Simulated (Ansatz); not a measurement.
# Si: single-point calculation

The run: single-point calculation of Si (P2₁/m, 2 atoms in the cell). Method and program: DFT LDA, scalar-relativistic, plane waves, PAW, no spin polarisation (Ansatz 0.2.0).

The structure derives from a Materials Project entry. It belongs to a series of runs on one base structure; here: atom 1 (Si) moved by (-0.300, +0.000) A along x and z. Figures and captions count atoms from 1; the log counts them from 0 in places.

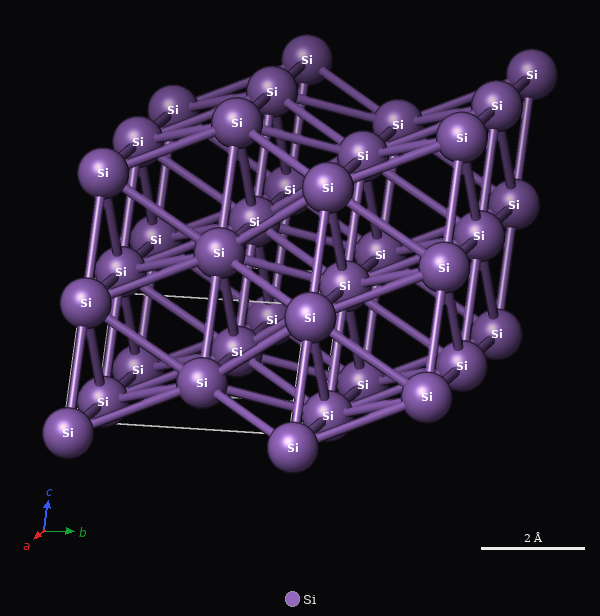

Figure 1. The input geometry (ball-and-stick view of the cell of the calculation, set on other vectors, repeated 3 × 2 × 3, seen slightly off an axis). An atom can appear more than once, as a periodic image. Near neighbours in the periodic cell (some may lie outside the picture): Si has 12 Si at 2.61 to 2.90 Å.

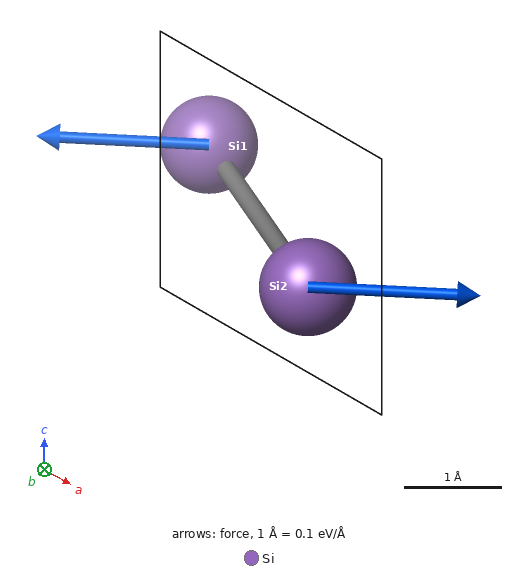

Figure 2. Forces on the atoms as blue arrows (ball-and-stick view of the cell of the calculation, set on other vectors, along the b axis; atoms are numbered from 1 in the order of the input). The largest act on Si1, Si2 (0.18 eV/Å). The geometry is not a stationary point of this energy.

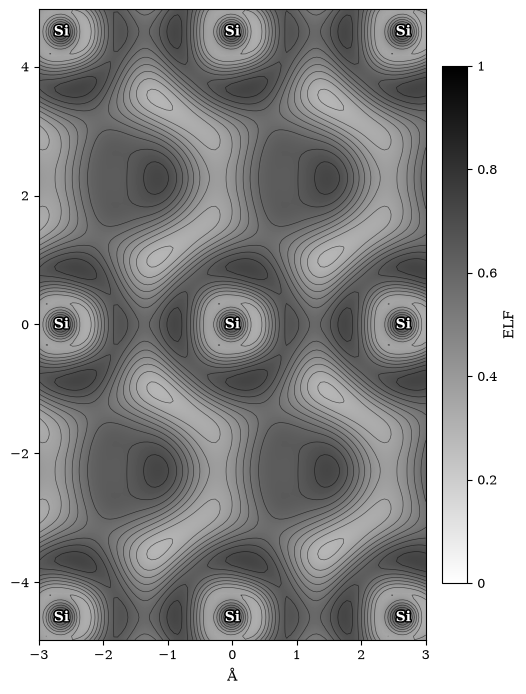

Figure 3. ELF on the (001) plane of the conventional cell. Atoms in the plane: Si. Si–Si (2.65 Å): the ELF peaks at about 0.75 between the atoms, which marks localised, shared-pair bonding. In a PAW calculation such maps are meaningful between the atoms, not at the nuclei.

These pictures come from the run below.

Input file:
```yaml
crystal:
  lattice:
    - [2.6510666862, 0.0, 0.0]
    - [-1.3255333431, 2.2958910974, 0.0]
    - [0.0, 0.0, 4.5417424135]
  atoms:
    - { symbol: Si, position: [0.2201713365, 0.6666666667, 0.25] }
    - { symbol: Si, position: [0.6666666667, 0.3333333333, 0.75] }
basis:
  ecutwfc: 420
kpoints:
  mp_grid: { grid: [24, 24, 14] }
hamiltonian:
  xc: lda
scf:
  occupations: { method: gaussian, width: 0.15 }
output:
  forces: true
  stress: true
  eigenvalues: true
  write_density: true
  write_potential: true
  elf: true
  volumetric_format: npy
```

Launched with:
```bash
ansatz run input.yaml --threads 2 --pin off --max-ram 5120MiB --backend cpu --events-out ev --progress --plain --runs-dir out
```

Log:
```
Engine: ansatz 0.2.0, x86_64-unknown-linux-gnu
Pseudopotentials: kind: paw
Pseudopotential: Si, paw, valence charge 4, recommended cutoff 420 eV (normal), Si.paw.azcp
Functional definition: SPW92
  exchange = slater_x
  correlation = pw_c
Crystal: 2 atoms, lattice volume = 27.644 Å³
Basis set: ecut = 420 eV, 549 PW (Γ)
Bands: 8, of which v1, the nominal top of the filled ones, is band 4 counted from 1 (3 counted from 0)
Symmetry: 4 space group operations
Space group: P21/m (ITA 11), of the structure as read, at distance tolerance 3.0e-5 Å
k-points: 2320 of 8064
Non-local potential: Si, projectors of the file, l = 0: 2, l = 1: 2, l = 2: 2
PAW form: soft (Blöchl's): semilocal exchange-correlation on the pseudo side does not see the compensation charge
PAW frozen core: Si, regenerated for the run's functional, and the local potential with it (the file was generated under x = pbe(κ = 0.804, μ = 0.2195149727645171), c = pbe(β = 0.06672455060314922))
PAW one-centre angular grid: Si, 110 points (default); XC on 64 Gauss nodes
Initial density: superposition of atomic densities (neutral atoms: chi_scale 0, normalization atom), corrected by the library's trained network
Initial wavefunctions: pseudopotential atomic-orbital guess
Functional: x = slater, c = lda
SCF iter   1: F=—  HF=-1216.495552 eV  |F-HF|=—  |Δ(HF+E_count)|=         —  Δρ=4.38e-3  dr2=3.84e-3  ethr=1.77e-3  ⟨swp⟩=5.0  Hψ=139757  notcnv=0
preconditioner: auto → none  [metal: Δε(μ)=0.001 eV  Ē_g=10.298 eV  σ=0.150 eV  W_gap=0.00  n_scr=2 (ndim 8)  ℏωp=20.0 eV  f_vac=0.000  D(μ)=0.72/eV (n_scr^D=2)  sad-step TF]
SCF iter   2: F=—  HF=-1216.494558 eV  |F-HF|=—  |Δ(HF+E_count)|=   9.93e-4  Δρ=2.60e-3  dr2=1.43e-3  ethr=4.81e-5  ⟨swp⟩=1.0  Hψ=37142  notcnv=0
SCF iter   3: F=—  HF=-1216.494036 eV  |F-HF|=—  |Δ(HF+E_count)|=   5.23e-4  Δρ=1.06e-4  dr2=1.82e-6  ethr=1.79e-5  ⟨swp⟩=2.0  Hψ=27213  notcnv=0
SCF iter   4: F=—  HF=-1216.494035 eV  |F-HF|=—  |Δ(HF+E_count)|=   9.17e-7  Δρ=1.88e-5  dr2=1.02e-7  ethr=2.28e-8  ⟨swp⟩=2.1  Hψ=27028  notcnv=0
iter 5 did not close the SCF: its close was put off for the readings that it lacked (scf_convergence_deferred on its scf_iter line)
SCF iter   5: F=-1216.494035 eV  HF=-1216.494035 eV  |F-HF|=3.08e-10  |Δ(HF+E_count)|=   3.85e-8  Δρ=2.84e-6  dr2=1.70e-9  ethr=1.27e-9  ⟨swp⟩=2.0  Hψ=26292  notcnv=0
SCF iter   6: F=-1216.494035 eV  HF=-1216.494035 eV  |F-HF|=7.05e-12  |Δ(HF+E_count)|=  1.02e-10  Δρ=2.55e-7  dr2=1.35e-11  ethr=2.13e-11  ⟨swp⟩=4.8  Hψ=92475  notcnv=0
SCF 1 converged in 6 iterations: F = -1216.494035 eV  dr2 = 1.35e-11
  greatest PAW one-centre occupation: 0.678 electrons in one spin orbital (limit 2), on the Si atom at site 1 (counted from 0), in its partial waves of l = 0
SCF converged after 6 iterations
Free energy (F): -1216.494035 eV
Harris-Foulkes:  -1216.494035 eV  (|F-HF|=7.05e-12)
Internal energy: -1216.485987 eV  (E = F + TS)
E sigma→0 (E₀):  -1216.490011 eV
Entropy (-TS):   -0.008048 eV (-4.024 meV/atom)
Fermi energy:    11.118537 eV
--- Per-component energies (eV) ---
  E_band       = 42.281582
  E_kinetic    = 84.559973
  E_local      = 5.459512  (includes V_loc(G=0)·N_el)
  E_nonlocal   = 52.992820
  E_hartree    = 0.894835
  E_xc         = -112.392650
  E_vxc        = -97.803224  (∫ρ·V_xc dr)
  E_paw        = -971.148999  (= ΣΔE_a)
  E_vpaw       = -4.717180  (= ΣTr[D̂ρ^β])
  E_aug_tail   = 0.000012  (compensation charges beyond the density's cutoff)
  E_ewald      = -277.020152
  E_core_change = 0.168661  (= ΣΔE_core)
  E_smearing   = -0.008048  (= −TS)
  E_closure    = 0.000000  (closes the sum)
  Σ components = -1216.494035   (vs F -1216.494035, Δ=0.00e0)
--- Forces (eV/Å), atoms counted from 1 ---
  atom   1  Si    -0.15955848    -0.08173344     0.00000000
  atom   2  Si     0.15955848     0.08173344     0.00000000
  max |Σ_I F_I| component: 0.00e0 eV/Å
--- Stress (GPa, compression-positive) ---
        0.473956      -0.171140       0.000000
       -0.171140       0.224603       0.000000
        0.000000       0.000000       0.623646
  P = ⅓ Tr σ = 0.4407 GPa (4.407 kbar)
--- Band table (eV; the first three rows and the last of 2320) ---
  k-point 0: bands = ["-3.6839", "2.7300", "3.7434", "19.9872", "20.7563", "21.1913", "21.5865", "22.0884"]
  k-point 1: bands = ["-3.6482", "2.1753", "4.3623", "19.8316", "20.4286", "21.0456", "21.2183", "22.1578"]
  k-point 2: bands = ["-3.5409", "1.3629", "5.3670", "18.7242", "20.2714", "21.0496", "21.2983", "22.2334"]
  k-point 2319: bands = ["4.3517", "4.3517", "5.1874", "5.1874", "16.3838", "16.3838", "17.2104", "17.2104"]
```

Summary:

| quantity | value |
| --- | --- |
| outcome | converged |
| space group (tolerance 0.01 Å) | P2₁/m (11) |
| electrons treated | 8 |
| free energy | −1216.4940 eV |
| Fermi energy | 11.119 eV |
| gap on the k-point mesh | none (metallic) |
| pressure | 0.44 GPa |
| largest force (length of the vector) | 0.179 eV/Å |
| hardware | 2 threads of Intel Xeon @ 2.50GHz (Skylake/Cascade Lake), 32 GiB of memory available, shared host |
| wall time | 20 s (CPU time 39 s) |
| peak memory | 0.85 GiB |
